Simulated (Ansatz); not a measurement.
## Electronic structure of ZnS7 in real space

Input file:

```
crystal:
  lattice:
    - [4.5526379328, 0.0, 0.0401893811]
    - [0.0, 5.4748582353, 0.0]
    - [-1.2916392192, 0.0, 11.5482958029]
  atoms:
    - { symbol: Zn, position: [0.0, 0.7741968038, 0.0] }
    - { symbol: S, position: [0.8834145036, 0.5444763465, 0.2646198434] }
    - { symbol: S, position: [0.1967772635, 0.7114845039, 0.3804572715] }
    - { symbol: S, position: [0.7037704772, 0.797906881, 0.1391318404] }
    - { symbol: S, position: [0.1165854964, 0.5444763465, 0.7353801566] }
    - { symbol: S, position: [0.8032227365, 0.7114845039, 0.6195427285] }
    - { symbol: S, position: [0.2962295228, 0.797906881, 0.8608681596] }
    - { symbol: S, position: [0.0, 0.9300677334, 0.5] }
basis:
  ecutwfc: 420
kpoints:
  mp_grid: { grid: [6, 6, 4] }
hamiltonian:
  xc: pbe
scf:
  occupations: { method: gaussian, width: 0.02 }
output:
  forces: true
  stress: true
  eigenvalues: true
  write_density: true
  write_potential: true
  elf: true
  volumetric_format: npy
relax:
  adjacent_minimum: "off"
  f_tol: 0.01
  max_steps: 30
  cell: { stress_tol: 0.1, fix: [volume] }
```

Command:

```sh
ansatz run input.yaml --threads 1 --pin off --max-ram 2560MiB --backend cpu --events-out ev --progress --plain --runs-dir out
```

Below, planes, directions and counts refer to the conventional cell (a = 4.55 Å, b = 5.54 Å, c = 11.50 Å, α = 90.00°, β = 95.90°, γ = 90.00°).

The fields are those of the run's last geometry, not of the input's.

Space group P2; a generated structure, not necessarily the stable one; changed on purpose from its base cell (volume × 1.03, shape and atoms relaxed).

Method: DFT PBE, scalar-relativistic, plane waves, PAW in Ansatz.

In a PAW calculation such maps are meaningful between the atoms, not at the nuclei.

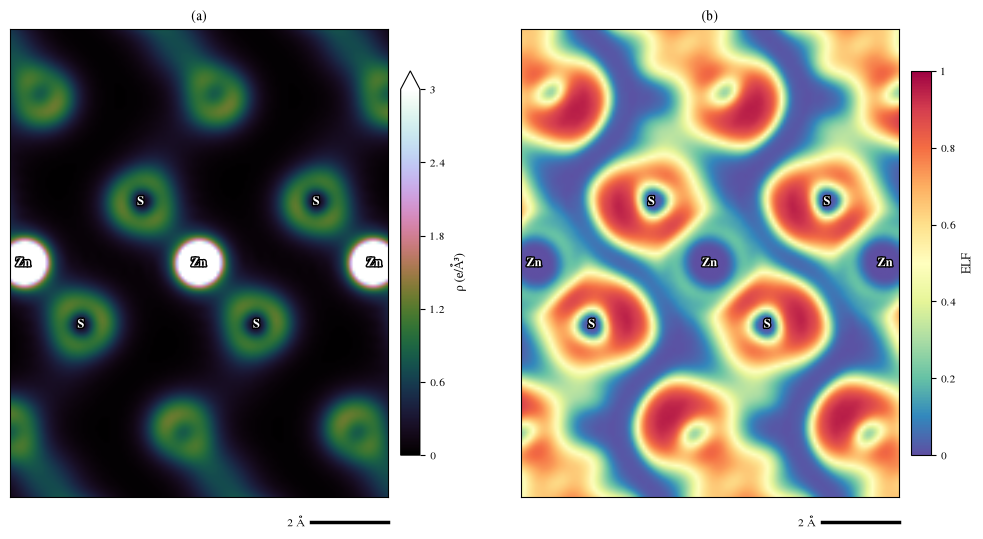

Figure 1. (a) valence charge density (pseudo); (b) ELF on the (010) plane of the conventional cell.

What do the fields say about this system?

The plane passes through Zn and S nuclei. Atoms just off the plane (S, 0.3 Å away) can leave unmarked features too. Zn–S (2.19 Å): ρ is about 0.69 e/Å³ halfway; the ELF peaks at about 0.85 in the valence shell of S, 0.8 Å from its nucleus, and is about 0.65 at the midpoint. Between the atoms the lowest density in this plane is 0.02 e/Å³. The ELF also peaks beside S, away from the bonds: lone-pair regions.

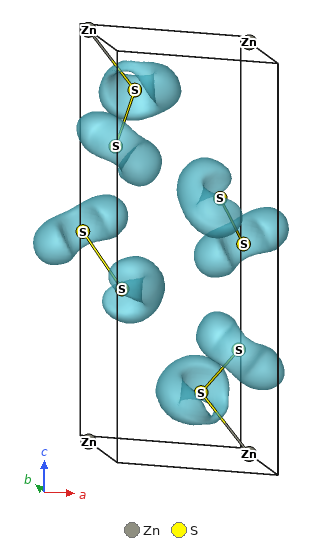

Figure 2. Isosurface of the electron localisation function at 0.85 (cyan), seen slightly off an axis. Only the valence region is drawn (cores and ρ < 0.01 e/Å³ removed). Sticks mark near contacts.

What do the ELF domains correspond to?

At this value the surface marks out seven lobes on S, pointing away from the bonds (lone pairs, which may merge into one lobe), counted in one cell of 8 atoms. Regions shared between cells count once. Profiles from the grid: S–S (2.05 Å): the ELF peaks at about 0.80 between the atoms, as expected for a covalent bond.

Does the calculation give a band gap?

It is gapped, with a Kohn–Sham gap of 1.9 eV on the k-point mesh (the band edges may lie off the mesh, which would make the gap smaller).
